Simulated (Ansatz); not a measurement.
# Geometry relaxation of Sn (part 2 of 2)

The same run, continued: Sn (P6₃/mmc, 4 atoms in the cell); DFT PBE, scalar-relativistic, plane waves, PAW, no spin polarisation (Ansatz 0.2.0); cutoff 420 eV, 12×12×6 k-mesh, Gaussian smearing of 0.1 eV. The structure was built on a prototype by a generator; it need not be a known phase.

Geometry of the input (Å; fractional positions):
```
4.5726  0.0000  0.0000
-2.2863  3.9600  0.0000
0.0000  0.0000  7.4671
Sn 0.0000  0.0000  0.0000
Sn 0.0000  0.0000  0.3750
Sn 0.3333  0.6667  0.5000
Sn 0.3333  0.6667  0.8750
```

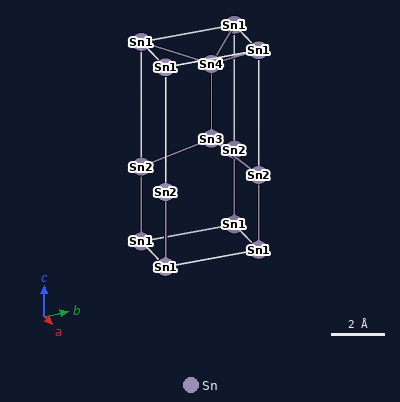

Figure 1. The geometry at step 2 of the log (ball-and-stick view of the cell of the calculation, seen slightly off an axis; atoms are numbered from 1 in the order of the input).

Output, continued:
```
relax step   3: F+E_penalty+E_count = -24096.78264540 eV  Δ(F+E_penalty+E_count) = -2.488e-2 eV  max|allowed force component| = 4.019e-3 eV/Å  Δτ_max = 0.0009 Å  P = -0.217 GPa  Ω = 147.951 Å³  energy of the carried Pulay correction = -2.206e-3 eV  (5 SCF iters, dr2 threshold 4.00e-7 eV, accepted)
Crystal: 4 atoms, lattice volume = 146.979 Å³
iter 1 solved again at ethr=2.70e-7 eV; its pass at ethr=3.10e-3 eV (dr2=1.51e-4 eV) is discarded
SCF iter   1: F=—  HF=-24096.783425 eV  |F-HF|=—  |Δ(HF+E_count)|=         —  Δρ=1.81e-4  dr2=5.39e-5  ethr=2.70e-7  ⟨swp⟩=3.0  Hψ=13467  notcnv=0
preconditioner: auto → Resta (q_TF=auto, 2.323 Å⁻¹)  ε∞=2.4  [insulator: Δε(μ)=0.121 eV  Ē_g=19.243 eV  σ=0.100 eV  W_gap=0.54  n_scr=34 (ndim 8)  ℏωp=22.9 eV  f_vac=0.101  D(μ)=0.17/eV (n_scr^D=0)  ε∞_Penn≈2.4]
SCF iter   2: F=—  HF=-24096.783435 eV  |F-HF|=—  |Δ(HF+E_count)|=   1.01e-5  Δρ=1.09e-4  dr2=2.14e-5  ethr=9.62e-8  ⟨swp⟩=1.0  Hψ=2584  notcnv=0
SCF iter   3: F=—  HF=-24096.783441 eV  |F-HF|=—  |Δ(HF+E_count)|=   6.28e-6  Δρ=1.51e-5  dr2=4.03e-7  ethr=3.83e-8  ⟨swp⟩=2.0  Hψ=3194  notcnv=0
SCF iter   4: F=-24096.783442 eV  HF=-24096.783442 eV  |F-HF|=1.38e-7  |Δ(HF+E_count)|=   6.19e-7  Δρ=5.41e-6  dr2=8.06e-8  ethr=3.38e-10  ⟨swp⟩=11.8  Hψ=19182  notcnv=0
SCF 4 converged in 4 iterations: F = -24096.783442 eV  dr2 = 8.06e-8
  greatest PAW one-centre occupation: 0.990 electrons in one spin orbital (limit 2), on the Sn atom at site 2 (counted from 0), in its partial waves of l = 2
relax step   4: F+E_penalty+E_count = -24096.78344167 eV  Δ(F+E_penalty+E_count) = -7.963e-4 eV  max|allowed force component| = 2.473e-3 eV/Å  Δτ_max = 0.0006 Å  P = +0.018 GPa  Ω = 146.979 Å³  energy of the carried Pulay correction = -2.044e-3 eV  (4 SCF iters, dr2 threshold 1.89e-7 eV, accepted)
Basis set: ecut = 420 eV, 2875 PW (Γ), exchange–correlation on 64×64×108 points (8 copies of the dense FFT grid, shifted against one another)
Initial wavefunctions: pseudopotential atomic-orbital guess (no wavefunctions were taken with the density)
iter 1 solved again at ethr=2.52e-7 eV; its pass at ethr=3.10e-3 eV (dr2=1.41e-4 eV) is discarded
SCF iter   1: F=—  HF=-24096.785260 eV  |F-HF|=—  |Δ(HF+E_count)|=         —  Δρ=7.16e-5  dr2=1.35e-6  ethr=2.52e-7  ⟨swp⟩=3.1  Hψ=17361  notcnv=0
preconditioner: auto → Resta (q_TF=auto, 2.323 Å⁻¹)  ε∞=2.4  [insulator: Δε(μ)=0.121 eV  Ē_g=19.243 eV  σ=0.100 eV  W_gap=0.54  n_scr=34 (ndim 8)  ℏωp=22.9 eV  f_vac=0.102  D(μ)=0.17/eV (n_scr^D=0)  ε∞_Penn≈2.4]
SCF iter   2: F=—  HF=-24096.785265 eV  |F-HF|=—  |Δ(HF+E_count)|=   5.37e-6  Δρ=3.40e-5  dr2=3.53e-7  ethr=2.41e-9  ⟨swp⟩=2.0  Hψ=4713  notcnv=0
SCF iter   3: F=—  HF=-24096.785266 eV  |F-HF|=—  |Δ(HF+E_count)|=   7.06e-7  Δρ=8.32e-6  dr2=2.80e-8  ethr=6.30e-10  ⟨swp⟩=2.0  Hψ=3194  notcnv=0
SCF iter   4: F=—  HF=-24096.785266 eV  |F-HF|=—  |Δ(HF+E_count)|=   6.88e-8  Δρ=8.81e-7  dr2=1.28e-9  ethr=5.00e-11  ⟨swp⟩=2.0  Hψ=3279  notcnv=0
SCF iter   5: F=—  HF=-24096.785266 eV  |F-HF|=—  |Δ(HF+E_count)|=   4.76e-9  Δρ=1.84e-7  dr2=9.60e-11  ethr=2.29e-12  ⟨swp⟩=2.0  Hψ=3199  notcnv=0
SCF iter   6: F=-24096.785266 eV  HF=-24096.785266 eV  |F-HF|=0.00e0  |Δ(HF+E_count)|=  3.13e-10  Δρ=6.30e-8  dr2=6.41e-12  ethr=1.00e-12  ⟨swp⟩=7.8  Hψ=12642  notcnv=0
SCF 5 converged in 6 iterations: F = -24096.785266 eV  dr2 = 6.41e-12
relax step   5: F+E_penalty+E_count = -24096.78526585 eV  Δ(F+E_penalty+E_count) = -1.824e-3 eV  max|allowed force component| = 2.447e-3 eV/Å  Δτ_max = 0.0000 Å  P = +0.011 GPa  Ω = 146.979 Å³  stress off target by 1.92e-2 GPa  SCF on the basis re-selected at this cell (its energy is not comparable with the rows above)  (6 SCF iters)
basis re-selected at this cell: Δ(F+E_penalty+E_count) = -1.824e-3 eV, ΔP = -0.007 GPa vs the last step (what re-selecting the basis moved, of the pressure what is left beyond the Pulay correction that the steps carried, after the strain that the cell walked since its last selection, with what the two solves' SCF thresholds leave and, on support functions, any second-order correction that the steps lacked; it is no measure of the basis error at this ecutwfc). The dense FFT grid was sized anew with the basis: this SCF ran on 32×32×54 points, the steps before it on 32×32×50, so part of this shift can come from that change (see relax.cell in the input reference). This SCF's stress stands 1.92e-2 GPa from its target on what of the cell is left free (relax.cell.stress_tol is 5.00e-2 GPa) and its largest allowed force component is 2.45e-3 eV/Å (relax.f_tol is 5.00e-3 eV/Å): within both
SCF converged after 6 iterations
Free energy (F): -24096.785266 eV
Harris-Foulkes:  -24096.785266 eV  (|F-HF|=0.00e0)
Internal energy: -24096.784404 eV  (E = F + TS)
E sigma→0 (E₀):  -24096.784835 eV
Entropy (-TS):   -0.000862 eV (-0.215 meV/atom)
Fermi energy:    7.021287 eV
--- Per-component energies (eV) ---
  E_band       = -538.637080
  E_kinetic    = 746.206624
  E_local      = -4794.775168  (includes V_loc(G=0)·N_el)
  E_nonlocal   = -128.228416
  E_hartree    = 2724.489332
  E_xc         = -1526.836028
  E_vxc        = -380.197766  (∫ρ·V_xc dr)
  E_paw        = -16551.015517  (= ΣΔE_a)
  E_vpaw       = -1430.620942  (= ΣTr[D̂ρ^β])
  E_aug_tail   = -0.000002  (compensation charges beyond the density's cutoff)
  E_ewald      = -4566.625229
  E_smearing   = -0.000862  (= −TS)
  E_closure    = -0.000000  (closes the sum)
  Σ components = -24096.785266   (vs F -24096.785266, Δ=0.00e0)
--- Forces (eV/Å), atoms counted from 1 ---
  atom   1  Sn    -0.00000000    -0.00000000     0.00244745
  atom   2  Sn     0.00000000    -0.00000000    -0.00244745
  atom   3  Sn    -0.00000000     0.00000000     0.00244745
  atom   4  Sn     0.00000000     0.00000000    -0.00244745
  max |Σ_I F_I| component: 5.78e-18 eV/Å
--- Stress (GPa, compression-positive) ---
        0.006328      -0.000000      -0.000000
        0.000000       0.006328      -0.000000
       -0.000000      -0.000000       0.019166
  P = ⅓ Tr σ = 0.0106 GPa (0.106 kbar)
--- Band table (eV; the first three rows and the last of 76) ---
  k-point 0: bands = ["-14.6564", "-14.6564", "-14.6123", "-14.6123", "-14.6121", "-14.5910", "-14.5726", "-14.5726", "-14.5122", "-14.5122", "-14.3688", "-14.3688", "-14.3428", "-14.3171", "-14.3170", "-14.3170", "-14.3077", "-14.3077", "-14.2630", "-14.2630", "-3.2047", "-1.7322", "0.9148", "5.8738", "5.8996", "5.8996", "6.6424", "6.9616", "7.1218", "7.1218", "8.9377", "8.9377", "9.2810", "10.6764"]
  k-point 1: bands = ["-14.6542", "-14.6542", "-14.6171", "-14.6171", "-14.6105", "-14.5922", "-14.5673", "-14.5673", "-14.5163", "-14.5163", "-14.3654", "-14.3654", "-14.3413", "-14.3237", "-14.3237", "-14.3191", "-14.3009", "-14.3009", "-14.2651", "-14.2651", "-3.1424", "-1.9123", "1.2196", "5.1412", "5.9567", "5.9567", "6.7108", "6.9893", "6.9893", "7.4298", "9.0776", "9.0776", "9.3416", "10.5399"]
  k-point 2: bands = ["-14.6479", "-14.6479", "-14.6274", "-14.6274", "-14.6063", "-14.5957", "-14.5554", "-14.5554", "-14.5271", "-14.5271", "-14.3567", "-14.3567", "-14.3370", "-14.3341", "-14.3341", "-14.3242", "-14.2905", "-14.2905", "-14.2711", "-14.2711", "-2.9584", "-2.2879", "1.9643", "4.0295", "6.1229", "6.1229", "6.6953", "6.6953", "6.9108", "7.5196", "9.4053", "9.4053", "10.0017", "10.2081"]
  k-point 75: bands = ["-14.6776", "-14.6776", "-14.6501", "-14.6501", "-14.5627", "-14.5627", "-14.4864", "-14.4864", "-14.4602", "-14.4602", "-14.4394", "-14.4394", "-14.3978", "-14.3978", "-14.3588", "-14.3588", "-14.2633", "-14.2633", "-14.2359", "-14.2359", "-0.9672", "-0.9672", "0.3016", "0.3016", "3.9505", "3.9505", "5.5012", "5.5012", "7.9672", "7.9672", "10.5906", "10.5906", "11.4886", "11.4886"]
--- Relaxed structure (4 steps of the walk, 4 accepted, 1 SCFs on fresh bases) ---
  F+E_penalty+E_count = -24096.78526585 eV   max|allowed force component| = 2.447e-3 eV/Å   (the final SCF, on the basis selected at the relaxed cell)
  cell:  # Å, volume = 146.9790 Å³
    - [4.6914700406019225, 2.961771756324179e-7, -2.287745283295844e-34]
    - [-2.3457352767979196, 4.0629320881662885, -6.781107362915469e-34]
    - [-3.735871391664536e-34, -1.4943485566658144e-33, 7.710930855771702]
  atoms:
    - { symbol: Sn, position: [3.2381505022763835e-17, -2.3129646415289143e-17, 7.433145804926417e-5] }
    - { symbol: Sn, position: [3.2381505022763835e-17, -2.3129646415289143e-17, 0.3749256685419507] }
    - { symbol: Sn, position: [0.3333333333333334, 0.6666666666666666, 0.5000743314580492] }
    - { symbol: Sn, position: [0.3333333333333334, 0.6666666666666666, 0.8749256685419505] }
```

Trajectory as extended XYZ (Å, eV, eV/Å), 5 frames, from step=1 to step=5:
```
4
Lattice="4.5726 0.0000 0.0000 -2.2863 3.9600 0.0000 0.0000 0.0000 7.4671" Properties=species:S:1:pos:R:3:forces:R:3 step=1 energy=-24096.65773 pressure_GPa=3.72
Sn    0.0000    0.0000    0.0000    0.0000   0.0000  -0.0401
Sn    0.0000    0.0000    2.8002    0.0000   0.0000   0.0401
Sn    0.0000    2.6400    3.7335    0.0000   0.0000  -0.0401
Sn    0.0000    2.6400    6.5337    0.0000   0.0000   0.0401
4
Lattice="4.7486 0.0000 0.0000 -2.3743 4.1124 0.0000 0.0000 0.0000 7.8309" Properties=species:S:1:pos:R:3:forces:R:3 step=2 energy=-24096.75776 pressure_GPa=-1.28
Sn    0.0000    0.0000    0.0003    0.0000   0.0000   0.0197
Sn    0.0000    0.0000    2.9363    0.0000   0.0000  -0.0197
Sn    0.0000    2.7416    3.9158    0.0000   0.0000   0.0197
Sn    0.0000    2.7416    6.8517    0.0000   0.0000  -0.0197
4
Lattice="4.6994 0.0000 0.0000 -2.3497 4.0698 0.0000 0.0000 0.0000 7.7356" Properties=species:S:1:pos:R:3:forces:R:3 step=3 energy=-24096.78264 pressure_GPa=-0.22
Sn    0.0000    0.0000    0.0012    0.0000   0.0000   0.0040
Sn    0.0000    0.0000    2.8996    0.0000   0.0000  -0.0040
Sn    0.0000    2.7132    3.8690    0.0000   0.0000   0.0040
Sn    0.0000    2.7132    6.7675    0.0000   0.0000  -0.0040
4
Lattice="4.6915 0.0000 0.0000 -2.3457 4.0629 0.0000 0.0000 0.0000 7.7109" Properties=species:S:1:pos:R:3:forces:R:3 step=4 energy=-24096.78344 pressure_GPa=0.02
Sn    0.0000    0.0000    0.0006    0.0000   0.0000   0.0025
Sn    0.0000    0.0000    2.8910    0.0000   0.0000  -0.0025
Sn    0.0000    2.7086    3.8560    0.0000   0.0000   0.0025
Sn    0.0000    2.7086    6.7465    0.0000   0.0000  -0.0025
4
Lattice="4.6915 0.0000 0.0000 -2.3457 4.0629 0.0000 0.0000 0.0000 7.7109" Properties=species:S:1:pos:R:3:forces:R:3 step=5 energy=-24096.78527 pressure_GPa=0.01
Sn    0.0000    0.0000    0.0006    0.0000   0.0000   0.0024
Sn    0.0000    0.0000    2.8910    0.0000   0.0000  -0.0024
Sn    0.0000    2.7086    3.8560    0.0000   0.0000   0.0024
Sn    0.0000    2.7086    6.7465    0.0000   0.0000  -0.0024
```

Key numbers:

```json
{"quantity": "outcome", "value": "converged"}
{"quantity": "space group (tolerance 0.01 Å)", "value": "P6₃/mmc (194)"}
{"quantity": "electrons treated", "value": "56"}
{"quantity": "free energy", "value": "−24096.7853 eV"}
{"quantity": "Fermi energy", "value": "7.021 eV"}
{"quantity": "gap on the k-point mesh", "value": "none (metallic)"}
{"quantity": "pressure", "value": "0.01 GPa"}
{"quantity": "final volume", "value": "146.98 Å³"}
{"quantity": "largest force (length of the vector) at the end", "value": "0.002 eV/Å"}
{"quantity": "final cell", "value": "a = 4.691 Å, b = 4.691 Å, c = 7.711 Å, α = 90.00°, β = 90.00°, γ = 120.00°"}
{"quantity": "hardware", "value": "1 thread of Arm Neoverse V2, 112 GiB of memory available, shared host"}
{"quantity": "wall time", "value": "1.8 min"}
{"quantity": "peak memory", "value": "0.55 GiB"}
```
